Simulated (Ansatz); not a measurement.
Single-point calculation of GaAs

- system: GaAs (F-43m, 16 atoms in the cell)
- method: DFT LDA, scalar-relativistic, plane waves, PAW, no spin polarisation (Ansatz 0.2.0)

The structure derives from a Materials Project entry. It belongs to a series of runs on one base structure; here: the perfect crystal in a cell of 16 atoms. Figures and captions count atoms from 1; the log counts them from 0 in places.

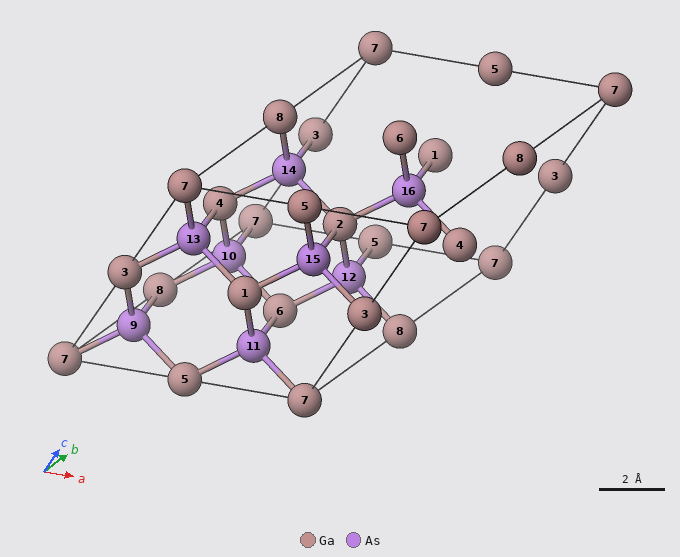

The input geometry (ball-and-stick view of the cell of the calculation, seen at an oblique angle; atoms are numbered from 1 in the order of the input).

### The input
```yaml
crystal:
  lattice:
    - [0.0, 5.6033815718, -5.6033815718]
    - [5.6033815718, 5.6033815718, 0.0]
    - [5.6033815718, 0.0, -5.6033815718]
  atoms:
    - { symbol: Ga, position: [0.5, 0.0, 0.5] }
    - { symbol: Ga, position: [0.5, 0.5, 0.5] }
    - { symbol: Ga, position: [0.0, 0.0, 0.5] }
    - { symbol: Ga, position: [0.0, 0.5, 0.5] }
    - { symbol: Ga, position: [0.5, 0.0, 0.0] }
    - { symbol: Ga, position: [0.5, 0.5, 0.0] }
    - { symbol: Ga, position: [0.0, 0.0, 0.0] }
    - { symbol: Ga, position: [0.0, 0.5, 0.0] }
    - { symbol: As, position: [0.125, 0.125, 0.125] }
    - { symbol: As, position: [0.125, 0.625, 0.125] }
    - { symbol: As, position: [0.625, 0.125, 0.125] }
    - { symbol: As, position: [0.625, 0.625, 0.125] }
    - { symbol: As, position: [0.125, 0.125, 0.625] }
    - { symbol: As, position: [0.125, 0.625, 0.625] }
    - { symbol: As, position: [0.625, 0.125, 0.625] }
    - { symbol: As, position: [0.625, 0.625, 0.625] }
basis:
  ecutwfc: 420
  xc_grid: 2
kpoints:
  mp_grid: { grid: [3, 3, 3], shift: [0.0, 0.0, 0.0] }
hamiltonian:
  xc: lda
scf:
  occupations: { method: gaussian, width: 0.02 }
output:
  forces: true
  stress: true
  eigenvalues: true
  write_density: true
  write_potential: true
  elf: true
  volumetric_format: npy
```

Hardware: 4 threads of Intel Xeon @ 2.70GHz, 189 GiB of memory available, shared host.

Launched with:
```bash
ansatz run input.yaml --threads 4 --pin off --max-ram 8192MiB --backend cpu --events-out ev --progress --plain --runs-dir out
```

### What the program printed
```
Engine: ansatz 0.2.0, x86_64-unknown-linux-gnu
Pseudopotentials: kind: paw
Pseudopotential: Ga, paw, valence charge 13, recommended cutoff 420 eV (normal), Ga.paw.azcp
Pseudopotential: As, paw, valence charge 15, recommended cutoff 420 eV (normal), As.paw.azcp
Functional definition: SPW92
  exchange = slater_x
  correlation = pw_c
Crystal: 16 atoms, lattice volume = 351.869 Å³
Basis set: ecut = 420 eV, 6855 PW (Γ), exchange–correlation on 108×108×108 points (8 copies of the dense FFT grid, shifted against one another)
Bands: 135, of which v1, the nominal top of the filled ones, is band 112 counted from 1 (111 counted from 0)
Symmetry: 192 space group operations
Space group: F-43m (ITA 216), of the structure as read, at distance tolerance 7.1e-5 Å
k-points: 4 of 27 (time reversal used)
Non-local potential: Ga, projectors of the file, l = 0: 2, l = 1: 2, l = 2: 3, l = 3: 1
Non-local potential: As, projectors of the file, l = 0: 2, l = 1: 2, l = 2: 3, l = 3: 1
PAW form: soft (Blöchl's): semilocal exchange-correlation on the pseudo side does not see the compensation charge
PAW frozen core: Ga, regenerated for the run's functional, and the local potential with it (the file was generated under x = pbe(κ = 0.804, μ = 0.2195149727645171), c = pbe(β = 0.06672455060314922))
PAW frozen core: As, regenerated for the run's functional, and the local potential with it (the file was generated under x = pbe(κ = 0.804, μ = 0.2195149727645171), c = pbe(β = 0.06672455060314922))
PAW one-centre angular grid: Ga, 590 points (default); XC on 64 Gauss nodes
PAW one-centre angular grid: As, 590 points (default); XC on 64 Gauss nodes
Initial density: superposition of atomic densities (neutral atoms: chi_scale 0, normalization atom), corrected by the library's trained network
Initial wavefunctions: pseudopotential atomic-orbital guess
Functional: x = slater, c = lda
SCF iter   1: F=—  HF=-67850.184909 eV  |F-HF|=—  |Δ(HF+E_count)|=         —  Δρ=4.69e-3  dr2=4.43e-2  ethr=1.77e-3  ⟨swp⟩=6.0  Hψ=1796  notcnv=0  defer=1
preconditioner: auto → Resta (q_TF=auto, 2.530 Å⁻¹)  ε∞=3.6  [insulator: Δε(μ)=0.459 eV  Ē_g=14.605 eV  σ=0.020 eV  W_gap=1.00  n_scr=112 (ndim 8)  ℏωp=23.8 eV  f_vac=0.078  D(μ)=0.00/eV (n_scr^D=0)  ε∞_Penn≈3.6]
SCF iter   2: F=—  HF=-67850.162745 eV  |F-HF|=—  |Δ(HF+E_count)|=   2.22e-2  Δρ=2.62e-3  dr2=1.20e-2  ethr=1.98e-5  ⟨swp⟩=3.0  Hψ=1096  notcnv=0  defer=68
SCF iter   3: F=—  HF=-67850.161360 eV  |F-HF|=—  |Δ(HF+E_count)|=   1.39e-3  Δρ=5.12e-4  dr2=8.10e-4  ethr=5.34e-6  ⟨swp⟩=3.0  Hψ=773  notcnv=0  defer=68
SCF iter   4: F=—  HF=-67850.161338 eV  |F-HF|=—  |Δ(HF+E_count)|=   2.19e-5  Δρ=1.80e-4  dr2=1.25e-4  ethr=3.62e-7  ⟨swp⟩=2.0  Hψ=918  notcnv=0  defer=68
SCF iter   5: F=—  HF=-67850.161198 eV  |F-HF|=—  |Δ(HF+E_count)|=   1.40e-4  Δρ=9.12e-5  dr2=2.92e-5  ethr=5.57e-8  ⟨swp⟩=2.0  Hψ=760  notcnv=0  defer=68
SCF iter   6: F=—  HF=-67850.161187 eV  |F-HF|=—  |Δ(HF+E_count)|=   1.14e-5  Δρ=1.75e-5  dr2=1.23e-6  ethr=1.30e-8  ⟨swp⟩=2.0  Hψ=760  notcnv=0  defer=68
SCF iter   7: F=-67850.161186 eV  HF=-67850.161186 eV  |F-HF|=3.49e-8  |Δ(HF+E_count)|=   2.29e-7  Δρ=4.53e-6  dr2=6.73e-8  ethr=4.46e-11  ⟨swp⟩=11.2  Hψ=4165  notcnv=0
SCF 1 converged in 7 iterations: F = -67850.161186 eV  dr2 = 6.73e-8
  greatest PAW one-centre occupation: 0.999 electrons in one spin orbital (limit 2), on the As atom at site 15 (counted from 0), in its partial waves of l = 2
SCF converged after 7 iterations
Free energy (F): -67850.161186 eV
Harris-Foulkes:  -67850.161186 eV  (|F-HF|=3.49e-8)
Internal energy: -67850.161186 eV  (E = F + TS)
E sigma→0 (E₀):  -67850.161186 eV
Fermi energy:    8.489765 eV
--- Per-component energies (eV) ---
  E_band       = -2518.219614
  E_kinetic    = 1768.076268
  E_local      = -31105.068680  (includes V_loc(G=0)·N_el)
  E_nonlocal   = -1907.712773
  E_hartree    = 15668.763697
  E_xc         = -1186.271592
  E_vxc        = -1110.954086  (∫ρ·V_xc dr)
  E_paw        = -29334.677798  (= ΣΔE_a)
  E_vpaw       = -1500.096480  (= ΣTr[D̂ρ^β])
  E_aug_tail   = -0.000853  (compensation charges beyond the density's cutoff)
  E_ewald      = -21783.699134
  E_core_change = 30.429680  (= ΣΔE_core)
  E_smearing   = -0.000000  (= −TS)
  E_closure    = -0.000000  (closes the sum)
  Σ components = -67850.161186   (vs F -67850.161186, Δ=0.00e0)
--- Forces (eV/Å), atoms counted from 1 ---
  atom   1  Ga     0.00000000     0.00000000    -0.00000000
  atom   2  Ga     0.00000000     0.00000000    -0.00000000
  atom   3  Ga     0.00000000     0.00000000    -0.00000000
  atom   4  Ga     0.00000000     0.00000000    -0.00000000
  atom   5  Ga     0.00000000     0.00000000    -0.00000000
  atom   6  Ga     0.00000000    -0.00000000    -0.00000000
  atom   7  Ga     0.00000000     0.00000000    -0.00000000
  atom   8  Ga     0.00000000     0.00000000     0.00000000
  atom   9  As    -0.00000000    -0.00000000     0.00000000
  atom  10  As    -0.00000000    -0.00000000     0.00000000
  atom  11  As    -0.00000000     0.00000000    -0.00000000
  atom  12  As    -0.00000000     0.00000000    -0.00000000
  atom  13  As    -0.00000000    -0.00000000    -0.00000000
  atom  14  As    -0.00000000    -0.00000000     0.00000000
  atom  15  As    -0.00000000    -0.00000000    -0.00000000
  atom  16  As    -0.00000000     0.00000000     0.00000000
  max |Σ_I F_I| component: 1.26e-15 eV/Å
--- Stress (GPa, compression-positive) ---
       -0.046705       0.000000      -0.000000
       -0.000000      -0.046705      -0.000000
       -0.000000       0.000000      -0.046705
  P = ⅓ Tr σ = -0.0467 GPa (-0.467 kbar)
--- Band table (eV) ---
  k-point 0: bands = ["-27.0682", "-27.0682", "-27.0682", "-27.0672", "-27.0672", "-27.0672", "-27.0669", "-27.0669", "-27.0669", "-27.0669", "-27.0663", "-27.0663", "-27.0663", "-27.0663", "-27.0663", "-27.0663", "-27.0663", "-27.0663", "-27.0652", "-27.0652", "-27.0652", "-27.0652", "-27.0652", "-27.0652", "-27.0567", "-27.0567", "-27.0567", "-27.0562", "-27.0562", "-27.0559", "-27.0559", "-27.0559", "-27.0559", "-27.0559", "-27.0559", "-27.0559", "-27.0559", "-27.0551", "-27.0551", "-27.0551", "-6.8354", "-6.8354", "-6.8354", "-6.8021", "-6.8021", "-6.8021", "-6.8021", "-6.7141", "-6.7141", "-6.7141", "-6.6931", "-6.6931", "-6.6931", "-6.6931", "-6.6931", "-6.6931", "-6.6931", "-6.6931", "-6.6604", "-6.6604", "-6.6604", "-6.6604", "-6.6604", "-6.6604", "-6.6585", "-6.6585", "-6.6585", "-6.6297", "-6.6297", "-6.6256", "-6.6256", "-6.6256", "-6.6256", "-6.6256", "-6.6256", "-6.6256", "-6.6256", "-6.6165", "-6.6165", "-6.6165", "-4.7308", "-2.8880", "-2.8880", "-2.8880", "-2.8880", "-2.1177", "-2.1177", "-2.1177", "1.2439", "1.2439", "1.2439", "1.4058", "1.4058", "1.4058", "1.4058", "5.4662", "5.4662", "5.4662", "5.4662", "5.4662", "5.4662", "7.0620", "7.0620", "7.0620", "7.0620", "7.0620", "7.0620", "7.0620", "7.0620", "8.2485", "8.2485", "8.2485", "8.7302", "9.1651", "9.1651", "9.1651", "9.1651", "9.5416", "9.5416", "9.5416", "9.7858", "9.7858", "9.7858", "11.9352", "11.9352", "11.9352", "12.8473", "12.8473", "12.8473", "12.8473", "12.8473", "12.8473", "12.8473", "12.8473", "15.6737"]
  k-point 1: bands = ["-27.0678", "-27.0678", "-27.0678", "-27.0671", "-27.0670", "-27.0670", "-27.0670", "-27.0670", "-27.0670", "-27.0670", "-27.0665", "-27.0665", "-27.0662", "-27.0662", "-27.0662", "-27.0660", "-27.0660", "-27.0660", "-27.0656", "-27.0656", "-27.0656", "-27.0654", "-27.0654", "-27.0654", "-27.0565", "-27.0565", "-27.0565", "-27.0561", "-27.0561", "-27.0561", "-27.0561", "-27.0561", "-27.0560", "-27.0560", "-27.0557", "-27.0557", "-27.0557", "-27.0553", "-27.0553", "-27.0553", "-6.8240", "-6.8240", "-6.8240", "-6.8065", "-6.8065", "-6.8065", "-6.7828", "-6.7393", "-6.7076", "-6.7076", "-6.6970", "-6.6970", "-6.6887", "-6.6887", "-6.6887", "-6.6842", "-6.6842", "-6.6842", "-6.6725", "-6.6725", "-6.6725", "-6.6676", "-6.6676", "-6.6676", "-6.6494", "-6.6494", "-6.6494", "-6.6340", "-6.6340", "-6.6340", "-6.6299", "-6.6299", "-6.6281", "-6.6281", "-6.6243", "-6.6243", "-6.6243", "-6.6199", "-6.6199", "-6.6199", "-4.3984", "-3.5376", "-2.7542", "-2.7542", "-2.7542", "-2.3870", "-2.3870", "-2.3870", "1.6737", "1.6737", "1.6737", "1.6741", "1.6741", "1.6741", "2.7141", "4.8341", "4.8341", "4.8341", "5.4567", "5.5002", "5.5002", "5.5002", "5.7750", "5.7750", "5.7750", "6.5424", "6.5424", "6.5424", "7.2837", "7.2837", "7.8495", "7.8495", "9.3877", "9.8383", "9.9672", "9.9672", "9.9672", "10.5106", "10.5106", "10.5106", "11.5076", "11.5076", "11.5076", "12.5003", "12.5003", "12.6645", "12.6645", "12.6645", "12.9034", "12.9171", "12.9171", "14.0213", "14.0213", "14.0213", "15.2690"]
  k-point 2: bands = ["-27.0679", "-27.0675", "-27.0675", "-27.0675", "-27.0668", "-27.0668", "-27.0668", "-27.0668", "-27.0667", "-27.0667", "-27.0664", "-27.0664", "-27.0664", "-27.0664", "-27.0662", "-27.0662", "-27.0662", "-27.0662", "-27.0659", "-27.0659", "-27.0657", "-27.0657", "-27.0652", "-27.0652", "-27.0566", "-27.0565", "-27.0565", "-27.0563", "-27.0559", "-27.0559", "-27.0559", "-27.0559", "-27.0559", "-27.0559", "-27.0559", "-27.0559", "-27.0559", "-27.0554", "-27.0553", "-27.0553", "-6.8254", "-6.8254", "-6.8111", "-6.7993", "-6.7993", "-6.7993", "-6.7993", "-6.7524", "-6.7012", "-6.7012", "-6.6901", "-6.6901", "-6.6901", "-6.6901", "-6.6884", "-6.6884", "-6.6884", "-6.6884", "-6.6749", "-6.6749", "-6.6743", "-6.6743", "-6.6658", "-6.6658", "-6.6504", "-6.6458", "-6.6458", "-6.6356", "-6.6303", "-6.6303", "-6.6303", "-6.6303", "-6.6286", "-6.6286", "-6.6286", "-6.6286", "-6.6264", "-6.6226", "-6.6226", "-6.6198", "-4.2879", "-3.1134", "-2.9926", "-2.9926", "-2.9926", "-2.9926", "-2.0699", "-2.0699", "1.3861", "1.3861", "2.1087", "2.1087", "2.1087", "2.1087", "2.7650", "4.7620", "4.7620", "4.9024", "4.9024", "5.2922", "5.2922", "5.2922", "5.2922", "5.4742", "5.9326", "5.9326", "6.9984", "6.9984", "6.9984", "6.9984", "7.1878", "7.1878", "9.6820", "10.6713", "10.6713", "10.6713", "10.6713", "10.7016", "10.7861", "11.3270", "11.4203", "11.4203", "11.6557", "11.6557", "12.9152", "12.9152", "12.9152", "12.9152", "13.5337", "13.5337", "13.5527", "13.5527", "13.5527", "13.5527", "15.3652"]
  k-point 3: bands = ["-27.0674", "-27.0674", "-27.0673", "-27.0673", "-27.0671", "-27.0671", "-27.0668", "-27.0668", "-27.0667", "-27.0665", "-27.0665", "-27.0665", "-27.0663", "-27.0663", "-27.0662", "-27.0662", "-27.0661", "-27.0661", "-27.0660", "-27.0657", "-27.0657", "-27.0657", "-27.0655", "-27.0655", "-27.0563", "-27.0563", "-27.0563", "-27.0563", "-27.0562", "-27.0562", "-27.0562", "-27.0562", "-27.0559", "-27.0557", "-27.0557", "-27.0556", "-27.0556", "-27.0556", "-27.0556", "-27.0556", "-6.8163", "-6.8160", "-6.8160", "-6.8079", "-6.8079", "-6.7859", "-6.7859", "-6.7689", "-6.7001", "-6.6966", "-6.6918", "-6.6918", "-6.6891", "-6.6891", "-6.6845", "-6.6845", "-6.6839", "-6.6839", "-6.6816", "-6.6773", "-6.6773", "-6.6733", "-6.6721", "-6.6721", "-6.6413", "-6.6413", "-6.6389", "-6.6388", "-6.6388", "-6.6385", "-6.6385", "-6.6330", "-6.6278", "-6.6266", "-6.6263", "-6.6263", "-6.6238", "-6.6238", "-6.6236", "-6.6236", "-3.8828", "-3.5915", "-3.5915", "-2.8481", "-2.8481", "-2.3160", "-2.3148", "-2.3148", "1.5787", "1.5787", "1.6198", "2.3000", "2.3000", "3.3874", "3.3874", "4.0248", "4.1069", "4.4339", "4.4339", "4.8976", "4.8976", "5.6818", "5.6818", "6.0542", "6.1073", "6.1073", "6.2140", "6.3027", "6.3027", "6.6124", "6.6124", "7.6998", "10.3774", "10.6801", "10.6801", "10.8184", "11.6403", "11.6403", "11.8351", "11.8351", "11.9983", "11.9983", "12.0642", "12.0642", "12.5189", "12.5189", "12.6893", "12.8042", "13.2646", "13.2646", "13.8396", "13.8396", "13.8634", "14.1380", "14.3393"]
```

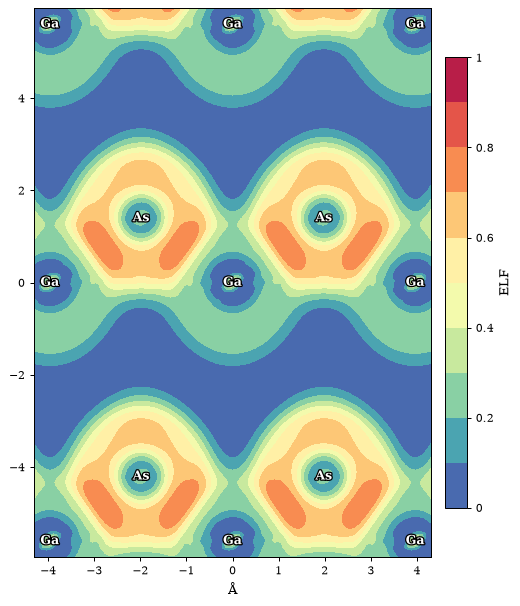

ELF on the (011̄) plane of the calculation cell. The section cuts through Ga and As sites. The strong features right at Ga lie inside the PAW spheres (semicore, d or f shells) and say nothing about bonding. Core electrons are frozen (PAW), so the fields are smoothed inside the atomic spheres.

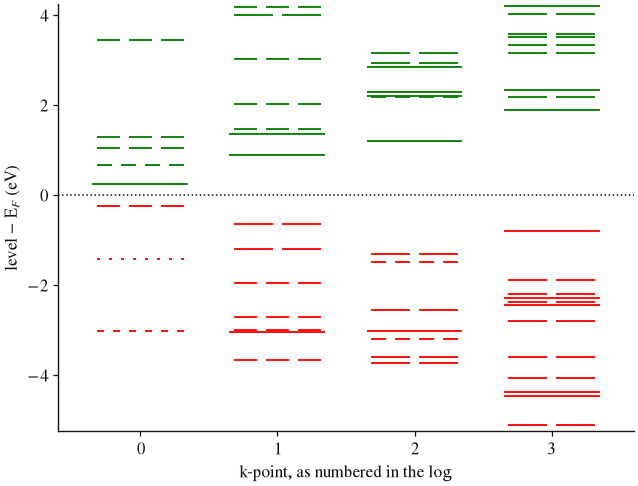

Kohn–Sham levels near the Fermi level (dotted) at the few k-points that the log prints; levels within 0.02 eV of each other stand side by side. Among these points the highest filled and lowest empty levels are 0.48 eV apart, which is the gap on the mesh.

### Results in brief

```tsv
quantity	value
outcome	converged
space group (tolerance 0.01 Å)	F-43m (216)
electrons treated	224
free energy	−67850.1612 eV
Fermi energy	8.490 eV
gap on the k-point mesh	0.48 eV
pressure	−0.05 GPa
largest force (length of the vector)	under 0.001 eV/Å
wall time	12 s (CPU time 34 s)
peak memory	1.1 GiB
```
